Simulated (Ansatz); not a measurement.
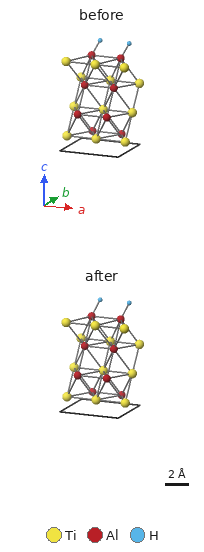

The structure of a slab of composition Ti₄Al₄H (cut from the P4/mmm phase) before (top) and after (bottom) a constrained relaxation, at one scale.

The picture is a ball-and-stick view of the 2 × 1 repeat of the cell, outlined in the plane, without the vacuum, seen slightly off an axis.

Case: H over the place (1/6, 1/6) of the surface cell, its height relaxed. The slab is the (1 0 1) face of TiAl with H on it. 8 atoms are held fixed.

Computed with DFT PBEsol, scalar-relativistic, plane waves, PAW in Ansatz 0.2.0. Settings: plane-wave cutoff 420 eV; k-point mesh 10 × 6 × 1; occupations gaussian; smearing width 0.1 eV; no spin polarisation; dipole correction; atoms relaxed in a fixed cell; force threshold 0.02 eV/Å; at most 25 steps.

> Describe what moved and what it gained.

The H atom moves most: 0.14 Å along the normal (+c). Al and Ti stay in place. The cell doesn't change. Near-neighbour distances that change, for instance: Al–H 1.525 → 1.641 Å, H–Ti 2.314 → 2.400 Å. Bond angles that change, for instance: Ti–H–Al 93.0° → 87.0°. Over 2 accepted moves (3 points after the start) the energy falls by 84.3 meV per cell of the calculation. Largest force component: 1.2 eV/Å at the start, 0.0076 eV/Å at the end. 1 step only repeated the SCF at the same geometry.

Limits of the set-up: the periodic images lie only 2.8 Å apart, so the values are limited by the cell's size.
